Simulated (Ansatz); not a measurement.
Given this structure, the end point of a relaxation with DFT, PAW plane waves, pbe in Ansatz 0.2.0; the starting structure was generated, so it need not be a known form of this composition, written in its standard cell:

```cif
data_structure
_symmetry_space_group_name_H-M 'Fm-3m'
_symmetry_Int_Tables_number 225
_cell_length_a 3.9447
_cell_length_b 3.9447
_cell_length_c 3.9447
_cell_angle_alpha 90.000
_cell_angle_beta 90.000
_cell_angle_gamma 90.000
_cell_volume 61.38
loop_
_atom_site_label
_atom_site_type_symbol
_atom_site_symmetry_multiplicity
_atom_site_Wyckoff_symbol
_atom_site_fract_x
_atom_site_fract_y
_atom_site_fract_z
_atom_site_occupancy
Pd1 Pd 4 a 0.00000 0.00000 0.00000 1
```

Question: What does the kinematic electron diffraction pattern along [110] look like at 300 kV (B = 0.8 Å²)?

Answer: The spots form a centred rectangular net with both shortest vectors at d = 2.28 Å, 70.5° apart. They are -1 1 -1 and -1 1 1. The pattern has symmetry 2mm. The lattice centring (F) removes all reflections that break h + k = 2n, h + l = 2n.

Strongest reflections with d > 0.80 Å, one of each family (|F|² from tabulated Gaussian fits of the electron scattering factors, times a small damping for the curvature of the Ewald sphere):

| hkl | d (Å) | I (strongest = 100) |
| --- | --- | --- |
| 1 -1 1 | 2.278 | 100 |
| 0 0 2 | 1.972 | 79 |
| 2 -2 0 | 1.395 | 38 |
| 1 -1 3 | 1.189 | 24 |
| 2 -2 2 | 1.139 | 21 |
| 0 0 4 | 0.986 | 13 |

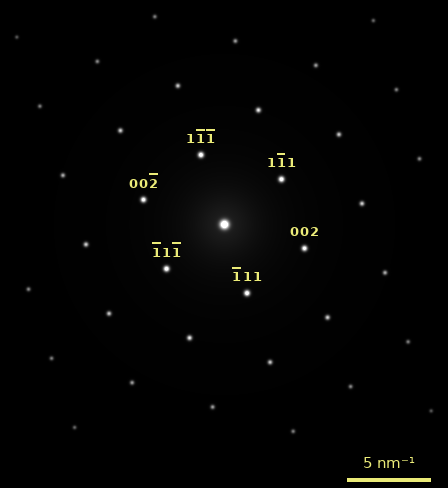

Calculated pattern, seen from the source side with [110] pointing towards the source.
